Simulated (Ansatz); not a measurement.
**Geometry relaxation of Ag5O (part 1 of 2)**

- system: Ag5O (slab, 6 atoms in the cell)
- method: DFT r2SCAN, scalar-relativistic, plane waves, PAW, no spin polarisation (Ansatz 0.2.0)

The structure derives from an entry of the Crystallography Open Database. The input holds or restrains some coordinates. Forces given for the steps count only the free coordinates. It belongs to a series of runs on one base structure; here: O put at a top Ag site. Figures and captions count atoms from 1; the log counts them from 0 in places.

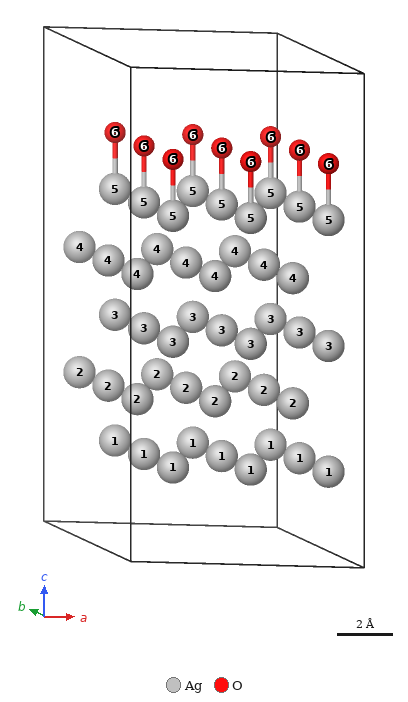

**Figure 1.** The input geometry (ball-and-stick view of the 3 × 3 repeat of the cell, with the vacuum cut short, seen slightly off an axis; atoms are numbered from 1 in the order of the input). An atom can appear more than once, as a periodic image.

Key numbers

```csv
quantity,value
outcome,converged under the restraints of the input
electrons treated,101
free energy,−38582.4609 eV
"work function, top face",9.72 eV
"work function, bottom face",4.26 eV
Fermi energy,3.296 eV
gap on the k-point mesh,none (metallic)
final volume,208.07 Å³
work function (upper face),9.72 eV
"largest force (length of the vector) at the end, held atoms and coordinates included",0.047 eV/Å
hardware,"2 threads of Intel Xeon (Sapphire Rapids), 192 GiB of memory available, shared host"
wall time,90 s (CPU time 2.9 min)
peak memory,1.2 GiB
```

The program warns: the exchange-correlation potential is rough where the density is thin. The cell holds an odd number of electrons but the run has no spin polarisation, so a band is left half filled.

Input
```yaml
crystal:
  lattice:
    - [2.9036957659, 0.0, 0.0]
    - [-1.4518478829, 2.5146742981, 0.0]
    - [0.0, 0.0, 28.4956926586]
  atoms:
    - { symbol: Ag, position: [0.6666666667, 0.3333333333, 0.2982906961] }
    - { symbol: Ag, position: [0.3333333333, 0.6666666667, 0.3815988366] }
    - { symbol: Ag, position: [0.6666666667, 0.3333333333, 0.4641751585] }
    - { symbol: Ag, position: [0.3333333333, 0.6666666667, 0.5467483708] }
    - { symbol: Ag, position: [0.6666666667, 0.3333333333, 0.6303000624] }
    - { symbol: O, position: [0.6666666667, 0.3333333333, 0.7046972713] }
basis:
  ecutwfc: 500
kpoints:
  mp_grid: { grid: [12, 12, 1] }
hamiltonian:
  xc: r2scan
scf:
  occupations: { method: gaussian, width: 0.1 }
output:
  forces: true
  eigenvalues: true
  write_density: true
  write_potential: true
  elf: true
  volumetric_format: npy
relax:
  adjacent_minimum: "off"
  f_tol: 0.03
  max_steps: 70
  constraints: [{ sites: [0, 1] }]
efield:
  axis: 3
  dipole_correction: true
  ramp_width: 0.04
```

Launched with:
```bash
ansatz run input.yaml --threads 2 --pin off --max-ram 5120MiB --backend cpu --events-out ev --progress --plain --runs-dir out
```

What the program printed
```
Engine: ansatz 0.2.0, x86_64-unknown-linux-gnu
Pseudopotentials: kind: paw
Pseudopotential: Ag, paw, valence charge 19, recommended cutoff 500 eV (meta_gga), Ag.paw.azcp
Pseudopotential: O, paw, valence charge 6, recommended cutoff 500 eV (meta_gga), O.paw.azcp
Functional definition: r2SCAN
  parameter k0 = 0.174
  parameter k1 = 0.065
  parameter a1 = 4.9479
  exchange = r2scan_x(k0 = k0, k1 = k1, a1 = a1)
  correlation = r2scan_c
Crystal: 6 atoms, lattice volume = 208.071 Å³
Basis set: ecut = 500 eV, 5275 PW (Γ), exchange–correlation on 96×96×864 points (64 copies of the dense FFT grid, shifted against one another)
Bands: 61, of which v1, the nominal top of the filled ones, is band 51 counted from 1 (50 counted from 0)
Symmetry: 6 space group operations
Space group: P3m1 (ITA 156), of the structure as read, at distance tolerance 5.9e-5 Å
k-points: 19 of 144 (time reversal used)
Non-local potential: Ag, projectors of the file, l = 0: 3, l = 1: 2, l = 2: 2, l = 3: 1
Non-local potential: O, projectors of the file, l = 0: 2, l = 1: 2, l = 2: 1
PAW form: soft (Blöchl's): semilocal exchange-correlation on the pseudo side does not see the compensation charge
PAW frozen core: Ag, regenerated for the run's functional (the file was generated under x = pbe(κ = 0.804, μ = 0.2195149727645171), c = pbe(β = 0.06672455060314922))
PAW frozen core: O, regenerated for the run's functional (the file was generated under x = pbe(κ = 0.804, μ = 0.2195149727645171), c = pbe(β = 0.06672455060314922))
PAW one-centre angular grid: Ag, 590 points (default); XC on 160 Gauss nodes
PAW one-centre angular grid: O, 302 points (default); XC on 160 Gauss nodes
Initial density: superposition of atomic densities (neutral atoms: chi_scale 0, normalization atom), corrected by the library's trained network
Initial wavefunctions: pseudopotential atomic-orbital guess
Functional: x = r2scan, c = r2scan; τ floored in thin density (d = 2e-4 eV/Å³)
SCF iter   1: F=—  HF=-38582.430016 eV  |F-HF|=—  |Δ(HF+E_count)|=         —  Δρ=1.33e-2  dr2=2.90e0  dr2_τ=3.44e-2  ethr=1.77e-3  p=-0.198 e·Å  D=-1.72e-1 V/Å  ΔV_dip=4.90 eV  dr2_dipole=1.62e0  V_vac-E_F(+/−)=9.38/4.48 eV  ⟨swp⟩=8.9  Hψ=5167  notcnv=0  defer=26
efield: sawtooth ramp at fractional position 0.9815 (placed from the atoms, in the widest stretch of the axis that holds none; the zero of the levels goes with the place), width 0.0400; the density the first Hamiltonian is built on has a dipole p = -0.198 e·Å; the dipole correction subtracts the counter field D = -1.72e-1 V/Å, which shifts the + side's vacuum level by +4.90 eV against the − side's; the planar-averaged density in the ramp window peaks in size at 7.8e-6 e/Å³
preconditioner: auto → LDOS  [metal: Δε(μ)=0.024 eV  Ē_g=10.251 eV  σ=0.100 eV  W_gap=0.14  n_scr=20 (ndim 8)  ℏωp=20.1 eV  f_vac=0.501  D(μ)=5.68/eV (n_scr^D=20)  β→1.0]
SCF iter   2: F=—  HF=-38582.404981 eV  |F-HF|=—  |Δ(HF+E_count)|=   2.50e-2  Δρ=8.88e-3  dr2=2.04e-1  dr2_τ=2.97e-2  ethr=1.77e-3  p=-0.218 e·Å  D=-1.89e-1 V/Å  ΔV_dip=5.39 eV  dr2_dipole=1.79e-2  V_vac-E_F(+/−)=9.70/4.31 eV  ⟨swp⟩=2.7  Hψ=1830  notcnv=0  defer=68
SCF iter   3: F=—  HF=-38582.391100 eV  |F-HF|=—  |Δ(HF+E_count)|=   1.39e-2  Δρ=3.76e-3  dr2=4.94e-2  dr2_τ=1.71e-3  ethr=2.02e-4  p=-0.216 e·Å  D=-1.88e-1 V/Å  ΔV_dip=5.36 eV  dr2_dipole=1.58e-2  V_vac-E_F(+/−)=9.71/4.36 eV  ⟨swp⟩=2.3  Hψ=2025  notcnv=0  defer=68
SCF iter   4: F=—  HF=-38582.383703 eV  |F-HF|=—  |Δ(HF+E_count)|=   7.40e-3  Δρ=5.62e-4  dr2=3.39e-3  dr2_τ=6.27e-5  ethr=4.89e-5  p=-0.219 e·Å  D=-1.90e-1 V/Å  ΔV_dip=5.42 eV  dr2_dipole=1.76e-3  V_vac-E_F(+/−)=9.75/4.33 eV  ⟨swp⟩=2.4  Hψ=1934  notcnv=0  defer=67
SCF iter   5: F=—  HF=-38582.383947 eV  |F-HF|=—  |Δ(HF+E_count)|=   2.44e-4  Δρ=3.45e-4  dr2=6.62e-4  dr2_τ=1.24e-5  ethr=3.36e-6  p=-0.221 e·Å  D=-1.92e-1 V/Å  ΔV_dip=5.47 eV  dr2_dipole=2.16e-4  V_vac-E_F(+/−)=9.78/4.31 eV  ⟨swp⟩=2.2  Hψ=1723  notcnv=0  defer=67
SCF iter   6: F=—  HF=-38582.383865 eV  |F-HF|=—  |Δ(HF+E_count)|=   8.23e-5  Δρ=1.89e-4  dr2=1.41e-4  dr2_τ=3.73e-6  ethr=6.55e-7  p=-0.222 e·Å  D=-1.93e-1 V/Å  ΔV_dip=5.50 eV  dr2_dipole=2.99e-5  V_vac-E_F(+/−)=9.80/4.30 eV  ⟨swp⟩=2.2  Hψ=1719  notcnv=0  defer=67
SCF iter   7: F=—  HF=-38582.383923 eV  |F-HF|=—  |Δ(HF+E_count)|=   5.83e-5  Δρ=9.20e-5  dr2=6.45e-5  dr2_τ=7.71e-7  ethr=1.39e-7  p=-0.222 e·Å  D=-1.93e-1 V/Å  ΔV_dip=5.51 eV  dr2_dipole=2.36e-5  V_vac-E_F(+/−)=9.81/4.30 eV  ⟨swp⟩=2.1  Hψ=1758  notcnv=0  defer=67
SCF iter   8: F=-38582.383930 eV  HF=-38582.383938 eV  |F-HF|=8.41e-6  |Δ(HF+E_count)|=   1.53e-5  Δρ=3.91e-5  dr2=7.90e-6  dr2_τ=1.38e-7  ethr=2.23e-8  p=-0.222 e·Å  D=-1.93e-1 V/Å  ΔV_dip=5.51 eV  dr2_dipole=2.03e-6  V_vac-E_F(+/−)=9.81/4.30 eV  ⟨swp⟩=21.8  Hψ=11850  notcnv=0
SCF 1 converged in 8 iterations: F = -38582.383930 eV  dr2 = 7.90e-6
  greatest PAW one-centre occupation: 1.001 electrons in one spin orbital (limit 2), on the Ag atom at site 0 (counted from 0), in its partial waves of l = 1
relax step   1: F+E_penalty+E_count = -38582.38392991 eV  Δ(F+E_penalty+E_count) = +0.000e0 eV  max|allowed force component| = 1.014e0 eV/Å  Δτ_max = 0.0000 Å  (8 SCF iters, dr2 threshold 2.25e-5 eV, accepted)
Initial density: handed on by an earlier stage of this run
Initial wavefunctions: those handed on with the density
iter 1 solved again at ethr=2.88e-3 eV; its pass at ethr=3.10e-3 eV (dr2=2.91e0 eV) is discarded
SCF iter   1: F=—  HF=-38582.151643 eV  |F-HF|=—  |Δ(HF+E_count)|=         —  Δρ=1.84e-2  dr2=2.98e0  dr2_τ=9.86e-1  ethr=2.88e-3  p=-0.222 e·Å  D=-1.93e-1 V/Å  ΔV_dip=5.51 eV  dr2_dipole=1.46e0  V_vac-E_F(+/−)=9.93/4.42 eV  ⟨swp⟩=1.0  Hψ=3921  notcnv=0  defer=56
efield: sawtooth ramp at fractional position 0.9815 (handed on by an earlier solve), width 0.0400; the density the first Hamiltonian is built on has a dipole p = -0.222 e·Å; the dipole correction subtracts the counter field D = -1.93e-1 V/Å, which shifts the + side's vacuum level by +5.51 eV against the − side's; the planar-averaged density in the ramp window peaks in size at 3.2e-6 e/Å³
preconditioner: auto → LDOS  [metal: Δε(μ)=0.050 eV  Ē_g=10.259 eV  σ=0.100 eV  W_gap=0.27  n_scr=20 (ndim 8)  ℏωp=20.1 eV  f_vac=0.506  D(μ)=6.07/eV (n_scr^D=20)  β→1.0]
SCF iter   2: F=—  HF=-38582.452497 eV  |F-HF|=—  |Δ(HF+E_count)|=   3.01e-1  Δρ=5.65e-3  dr2=9.90e-2  dr2_τ=1.39e-2  ethr=2.88e-3  p=-0.220 e·Å  D=-1.91e-1 V/Å  ΔV_dip=5.45 eV  dr2_dipole=1.07e-2  V_vac-E_F(+/−)=9.74/4.29 eV  ⟨swp⟩=2.0  Hψ=1798  notcnv=0  defer=56
SCF iter   3: F=—  HF=-38582.450222 eV  |F-HF|=—  |Δ(HF+E_count)|=   2.27e-3  Δρ=2.92e-3  dr2=7.10e-2  dr2_τ=1.80e-3  ethr=9.80e-5  p=-0.222 e·Å  D=-1.93e-1 V/Å  ΔV_dip=5.50 eV  dr2_dipole=2.82e-2  V_vac-E_F(+/−)=9.75/4.25 eV  ⟨swp⟩=2.1  Hψ=2013  notcnv=0  defer=63
SCF iter   4: F=—  HF=-38582.446923 eV  |F-HF|=—  |Δ(HF+E_count)|=   3.30e-3  Δρ=1.50e-3  dr2=1.61e-2  dr2_τ=2.53e-4  ethr=7.03e-5  p=-0.221 e·Å  D=-1.92e-1 V/Å  ΔV_dip=5.49 eV  dr2_dipole=3.30e-4  V_vac-E_F(+/−)=9.75/4.27 eV  ⟨swp⟩=2.0  Hψ=1775  notcnv=0  defer=64
SCF iter   5: F=—  HF=-38582.445709 eV  |F-HF|=—  |Δ(HF+E_count)|=   1.21e-3  Δρ=9.36e-4  dr2=6.14e-3  dr2_τ=4.23e-5  ethr=1.60e-5  p=-0.221 e·Å  D=-1.93e-1 V/Å  ΔV_dip=5.49 eV  dr2_dipole=4.16e-6  V_vac-E_F(+/−)=9.76/4.27 eV  ⟨swp⟩=2.1  Hψ=1706  notcnv=0  defer=64
SCF iter   6: F=—  HF=-38582.445333 eV  |F-HF|=—  |Δ(HF+E_count)|=   3.76e-4  Δρ=2.96e-4  dr2=4.14e-4  dr2_τ=6.80e-6  ethr=6.08e-6  p=-0.222 e·Å  D=-1.93e-1 V/Å  ΔV_dip=5.49 eV  dr2_dipole=4.10e-5  V_vac-E_F(+/−)=9.76/4.27 eV  ⟨swp⟩=1.9  Hψ=1165  notcnv=0  defer=64
SCF iter   7: F=-38582.445319 eV  HF=-38582.445322 eV  |F-HF|=2.48e-6  |Δ(HF+E_count)|=   1.11e-5  Δρ=7.98e-5  dr2=1.27e-5  dr2_τ=1.25e-6  ethr=6.36e-8  p=-0.222 e·Å  D=-1.93e-1 V/Å  ΔV_dip=5.50 eV  dr2_dipole=2.39e-6  V_vac-E_F(+/−)=9.77/4.27 eV  ⟨swp⟩=21.6  Hψ=12790  notcnv=0
SCF 2 converged in 7 iterations: F = -38582.445319 eV  dr2 = 1.27e-5
  Residual-converged pass: ⟨swp⟩=1.0  Hψ=1235  notcnv=0  max |occ|·‖R‖ = 6.7e-9 eV (tolerance 1.0e-8 eV)  dr2=1.27e-5  dr2_τ=1.25e-6  dr2_onsite=7.97e-7  max |Δocc| = 8.5e-11
relax step   2: F+E_penalty+E_count = -38582.44531921 eV  Δ(F+E_penalty+E_count) = -6.139e-2 eV  max|allowed force component| = 5.922e-1 eV/Å  Δτ_max = 0.1238 Å  (7 SCF iters, dr2 threshold 6.43e-5 eV, accepted)
iter 1 solved again at ethr=1.01e-3 eV; its pass at ethr=3.10e-3 eV (dr2=1.02e0 eV) is discarded
SCF iter   1: F=—  HF=-38582.318478 eV  |F-HF|=—  |Δ(HF+E_count)|=         —  Δρ=1.32e-2  dr2=1.00e0  dr2_τ=3.56e-1  ethr=1.01e-3  p=-0.222 e·Å  D=-1.93e-1 V/Å  ΔV_dip=5.50 eV  dr2_dipole=4.29e-1  V_vac-E_F(+/−)=9.82/4.32 eV  ⟨swp⟩=1.1  Hψ=3139  notcnv=0  defer=63
efield: sawtooth ramp at fractional position 0.9815 (handed on by an earlier solve), width 0.0400; the density the first Hamiltonian is built on has a dipole p = -0.222 e·Å; the dipole correction subtracts the counter field D = -1.93e-1 V/Å, which shifts the + side's vacuum level by +5.50 eV against the − side's; the planar-averaged density in the ramp window peaks in size at 1.5e-6 e/Å³
preconditioner: auto → LDOS  [metal: Δε(μ)=0.035 eV  Ē_g=10.327 eV  σ=0.100 eV  W_gap=0.20  n_scr=20 (ndim 8)  ℏωp=20.1 eV  f_vac=0.508  D(μ)=6.98/eV (n_scr^D=22)  β→1.0]
SCF iter   2: F=—  HF=-38582.468151 eV  |F-HF|=—  |Δ(HF+E_count)|=   1.50e-1  Δρ=6.90e-3  dr2=6.12e-2  dr2_τ=5.59e-3  ethr=9.94e-4  p=-0.220 e·Å  D=-1.91e-1 V/Å  ΔV_dip=5.45 eV  dr2_dipole=4.06e-3  V_vac-E_F(+/−)=9.70/4.25 eV  ⟨swp⟩=2.0  Hψ=1285  notcnv=0  defer=63
SCF iter   3: F=—  HF=-38582.461342 eV  |F-HF|=—  |Δ(HF+E_count)|=   6.81e-3  Δρ=1.56e-3  dr2=1.44e-2  dr2_τ=5.63e-4  ethr=6.06e-5  p=-0.221 e·Å  D=-1.92e-1 V/Å  ΔV_dip=5.47 eV  dr2_dipole=2.55e-4  V_vac-E_F(+/−)=9.71/4.24 eV  ⟨swp⟩=2.1  Hψ=1797  notcnv=0  defer=63
SCF iter   4: F=—  HF=-38582.461055 eV  |F-HF|=—  |Δ(HF+E_count)|=   2.87e-4  Δρ=1.39e-3  dr2=8.57e-3  dr2_τ=1.51e-4  ethr=1.42e-5  p=-0.220 e·Å  D=-1.92e-1 V/Å  ΔV_dip=5.46 eV  dr2_dipole=5.21e-4  V_vac-E_F(+/−)=9.70/4.24 eV  ⟨swp⟩=2.1  Hψ=1836  notcnv=0  defer=64
SCF iter   5: F=—  HF=-38582.460532 eV  |F-HF|=—  |Δ(HF+E_count)|=   5.23e-4  Δρ=9.43e-4  dr2=4.68e-3  dr2_τ=3.33e-5  ethr=8.48e-6  p=-0.220 e·Å  D=-1.91e-1 V/Å  ΔV_dip=5.45 eV  dr2_dipole=9.45e-7  V_vac-E_F(+/−)=9.70/4.25 eV  ⟨swp⟩=1.9  Hψ=1386  notcnv=0  defer=64
SCF iter   6: F=—  HF=-38582.460299 eV  |F-HF|=—  |Δ(HF+E_count)|=   2.33e-4  Δρ=3.74e-4  dr2=8.20e-4  dr2_τ=6.51e-6  ethr=4.63e-6  p=-0.220 e·Å  D=-1.91e-1 V/Å  ΔV_dip=5.44 eV  dr2_dipole=1.78e-5  V_vac-E_F(+/−)=9.69/4.25 eV  ⟨swp⟩=1.9  Hψ=1315  notcnv=0  defer=64
SCF iter   7: F=—  HF=-38582.460256 eV  |F-HF|=—  |Δ(HF+E_count)|=   4.30e-5  Δρ=8.94e-5  dr2=7.38e-5  dr2_τ=6.93e-7  ethr=8.12e-7  p=-0.220 e·Å  D=-1.91e-1 V/Å  ΔV_dip=5.44 eV  dr2_dipole=1.29e-5  V_vac-E_F(+/−)=9.70/4.26 eV  ⟨swp⟩=1.9  Hψ=1547  notcnv=0  defer=64
SCF iter   8: F=-38582.460252 eV  HF=-38582.460255 eV  |F-HF|=3.29e-6  |Δ(HF+E_count)|=   6.62e-7  Δρ=2.69e-5  dr2=5.16e-6  dr2_τ=1.07e-7  ethr=2.17e-8  p=-0.220 e·Å  D=-1.91e-1 V/Å  ΔV_dip=5.44 eV  dr2_dipole=6.66e-8  V_vac-E_F(+/−)=9.70/4.26 eV  ⟨swp⟩=22.5  Hψ=12227  notcnv=0
SCF 3 converged in 8 iterations: F = -38582.460252 eV  dr2 = 5.16e-6
  Residual-converged pass: ⟨swp⟩=1.0  Hψ=1235  notcnv=0  max |occ|·‖R‖ = 7.0e-9 eV (tolerance 1.0e-8 eV)  dr2=5.16e-6  dr2_τ=1.07e-7  dr2_onsite=1.29e-7  max |Δocc| = 1.3e-10
relax step   3: F+E_penalty+E_count = -38582.46025205 eV  Δ(F+E_penalty+E_count) = -1.493e-2 eV  max|allowed force component| = 1.142e-1 eV/Å  Δτ_max = 0.0594 Å  (8 SCF iters, dr2 threshold 2.19e-5 eV, accepted)
SCF iter   1: F=—  HF=-38582.452547 eV  |F-HF|=—  |Δ(HF+E_count)|=         —  Δρ=3.15e-3  dr2=9.36e-2  dr2_τ=2.95e-2  ethr=9.17e-4  p=-0.220 e·Å  D=-1.91e-1 V/Å  ΔV_dip=5.44 eV  dr2_dipole=4.98e-2  V_vac-E_F(+/−)=9.68/4.23 eV  ⟨swp⟩=2.0  Hψ=1631  notcnv=0  defer=62
efield: sawtooth ramp at fractional position 0.9815 (handed on by an earlier solve), width 0.0400; the density the first Hamiltonian is built on has a dipole p = -0.220 e·Å; the dipole correction subtracts the counter field D = -1.91e-1 V/Å, which shifts the + side's vacuum level by +5.44 eV against the − side's; the planar-averaged density in the ramp window peaks in size at 7.4e-7 e/Å³
preconditioner: auto → LDOS  [metal: Δε(μ)=0.012 eV  Ē_g=10.300 eV  σ=0.100 eV  W_gap=0.07  n_scr=20 (ndim 8)  ℏωp=20.1 eV  f_vac=0.508  D(μ)=7.11/eV (n_scr^D=22)  β→1.0]
SCF iter   2: F=—  HF=-38582.460868 eV  |F-HF|=—  |Δ(HF+E_count)|=   8.32e-3  Δρ=9.92e-4  dr2=5.96e-3  dr2_τ=2.99e-4  ethr=9.27e-5  p=-0.219 e·Å  D=-1.91e-1 V/Å  ΔV_dip=5.44 eV  dr2_dipole=1.73e-3  V_vac-E_F(+/−)=9.69/4.26 eV  ⟨swp⟩=2.0  Hψ=1679  notcnv=0  defer=64
SCF iter   3: F=—  HF=-38582.460929 eV  |F-HF|=—  |Δ(HF+E_count)|=   6.02e-5  Δρ=3.92e-4  dr2=6.97e-4  dr2_τ=1.47e-5  ethr=5.90e-6  p=-0.220 e·Å  D=-1.91e-1 V/Å  ΔV_dip=5.45 eV  dr2_dipole=4.98e-5  V_vac-E_F(+/−)=9.71/4.26 eV  ⟨swp⟩=2.0  Hψ=1445  notcnv=0  defer=64
SCF iter   4: F=—  HF=-38582.460911 eV  |F-HF|=—  |Δ(HF+E_count)|=   1.73e-5  Δρ=2.65e-4  dr2=3.85e-4  dr2_τ=3.48e-6  ethr=6.90e-7  p=-0.220 e·Å  D=-1.91e-1 V/Å  ΔV_dip=5.45 eV  dr2_dipole=2.80e-6  V_vac-E_F(+/−)=9.72/4.26 eV  ⟨swp⟩=2.1  Hψ=1533  notcnv=0  defer=64
SCF iter   5: F=—  HF=-38582.460898 eV  |F-HF|=—  |Δ(HF+E_count)|=   1.35e-5  Δρ=1.60e-4  dr2=1.32e-4  dr2_τ=1.37e-6  ethr=3.81e-7  p=-0.220 e·Å  D=-1.92e-1 V/Å  ΔV_dip=5.46 eV  dr2_dipole=5.28e-6  V_vac-E_F(+/−)=9.72/4.26 eV  ⟨swp⟩=2.3  Hψ=1437  notcnv=0  defer=64
SCF iter   6: F=—  HF=-38582.460877 eV  |F-HF|=—  |Δ(HF+E_count)|=   2.04e-5  Δρ=3.03e-5  dr2=7.61e-6  dr2_τ=1.51e-7  ethr=1.31e-7  p=-0.220 e·Å  D=-1.92e-1 V/Å  ΔV_dip=5.46 eV  dr2_dipole=8.14e-7  V_vac-E_F(+/−)=9.72/4.26 eV  ⟨swp⟩=2.0  Hψ=1487  notcnv=0  defer=64
SCF iter   7: F=—  HF=-38582.460894 eV  |F-HF|=—  |Δ(HF+E_count)|=   1.72e-5  Δρ=1.16e-5  dr2=1.71e-6  dr2_τ=2.31e-8  ethr=7.54e-9  p=-0.220 e·Å  D=-1.92e-1 V/Å  ΔV_dip=5.46 eV  dr2_dipole=5.49e-7  V_vac-E_F(+/−)=9.72/4.26 eV  ⟨swp⟩=2.3  Hψ=1690  notcnv=0  defer=64
SCF iter   8: F=—  HF=-38582.460894 eV  |F-HF|=—  |Δ(HF+E_count)|=   7.05e-8  Δρ=5.49e-6  dr2=1.16e-7  dr2_τ=5.24e-9  ethr=1.69e-9  p=-0.220 e·Å  D=-1.92e-1 V/Å  ΔV_dip=5.46 eV  dr2_dipole=7.28e-9  V_vac-E_F(+/−)=9.72/4.26 eV  ⟨swp⟩=2.0  Hψ=1437  notcnv=0  defer=64
SCF iter   9: F=-38582.460894 eV  HF=-38582.460894 eV  |F-HF|=4.38e-9  |Δ(HF+E_count)|=   1.81e-8  Δρ=1.61e-6  dr2=8.63e-9  dr2_τ=5.03e-10  ethr=9.90e-11  p=-0.220 e·Å  D=-1.92e-1 V/Å  ΔV_dip=5.46 eV  dr2_dipole=1.30e-9  V_vac-E_F(+/−)=9.72/4.26 eV  ⟨swp⟩=17.9  Hψ=9204  notcnv=0
SCF 4 converged in 9 iterations: F = -38582.460894 eV  dr2 = 8.63e-9
relax step   4: F+E_penalty+E_count = -38582.46089445 eV  Δ(F+E_penalty+E_count) = -6.424e-4 eV  max|allowed force component| = 5.622e-3 eV/Å  Δτ_max = 0.0183 Å  (9 SCF iters, accepted)
iter 1 solved again at ethr=8.28e-12 eV; its pass at ethr=3.10e-3 eV (dr2=8.36e-9 eV) is discarded
SCF iter   1: F=—  HF=-38582.460894 eV  |F-HF|=—  |Δ(HF+E_count)|=         —  Δρ=1.61e-6  dr2=8.63e-9  dr2_τ=5.03e-10  ethr=8.28e-12  p=-0.220 e·Å  D=-1.92e-1 V/Å  ΔV_dip=5.46 eV  dr2_dipole=1.30e-9  V_vac-E_F(+/−)=9.72/4.26 eV  ⟨swp⟩=1.2  Hψ=3673  notcnv=0
efield: sawtooth ramp at fractional position 0.9815 (kept from the solve that this one continues, or follows in the run), width 0.0400; the density the first Hamiltonian is built on has a dipole p = -0.220 e·Å; the dipole correction subtracts the counter field D = -1.92e-1 V/Å, which shifts the + side's vacuum level by +5.46 eV against the − side's; the planar-averaged density in the ramp window peaks in size at 6.1e-7 e/Å³
preconditioner: auto → LDOS  [metal: Δε(μ)=0.022 eV  Ē_g=10.265 eV  σ=0.100 eV  W_gap=0.13  n_scr=20 (ndim 8)  ℏωp=20.1 eV  f_vac=0.508  D(μ)=7.14/eV (n_scr^D=22)  β→1.0]
SCF iter   2: F=-38582.460894 eV  HF=-38582.460894 eV  |F-HF|=2.21e-9  |Δ(HF+E_count)|=   9.76e-9  Δρ=1.12e-6  dr2=5.09e-9  dr2_τ=1.61e-10  ethr=8.28e-12  p=-0.220 e·Å  D=-1.91e-1 V/Å  ΔV_dip=5.46 eV  dr2_dipole=7.79e-11  V_vac-E_F(+/−)=9.72/4.26 eV  ⟨swp⟩=12.8  Hψ=8789  notcnv=0
SCF 5 converged in 2 iterations: F = -38582.460894 eV  dr2 = 5.09e-9
```
